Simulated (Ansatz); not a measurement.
# A thicker film of BN (10-10) from two thinner ones

In a field along its normal an insulating film takes a dipole p. Written as a length, p/(ε₀AE), it should grow by 1 − 1/ε for each ångström added.

How it was computed: Ansatz 0.2.0, plane waves with PAW datasets (its set soft_2), PBE; wurtzite films relaxed at a bulk in-plane lattice constant near the measured one, then held in weak fields of both signs with a dipole correction (A is the cell's area, E the outer field).

```tsv
run	distance between the outer atoms (Å)	p/(ε₀AE) (Å)
3 units	5.071	6.022
4 units	7.264	7.693
6 units	11.690	?
```

**Question.** What value belongs in the row marked “?”, and how far can the other rows tell?

Two rows fix a line: slope = (7.693 − 6.022) / (7.264 − 5.071) = 0.7620, intercept 2.1579. That slope means ε = 1/(1 − 0.7620) = 4.20. At 11.690 it gives 0.7620 × 11.690 + 2.1579 = 11.066 Å, beyond the rows fitted. Rounding of the rows alone allows about ±0.004 Å there; two rows can't show whether the line holds.

The run itself gives 11.139 Å: a miss of +0.073 Å, or 0.7 % of the value. The length is met to within 1 %, though ε is more sensitive than the length: the two thickest films give ε = 4.52.

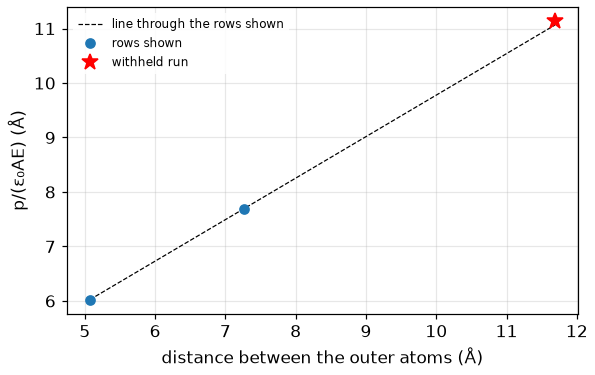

The fit and the withheld run.

Caveats: This is the electronic response alone. A unit is one step of the cut along the normal (a plane, a pair of planes or a cell), and the layers relax along it, away from their bulk spacing where the functional's lattice constant differs from the one held.

[Logs are printed without paths, hosts, clocks, repeated set-up lines and the standing remarks that a program may print on its own settings, such as how far it seeks lower states.]
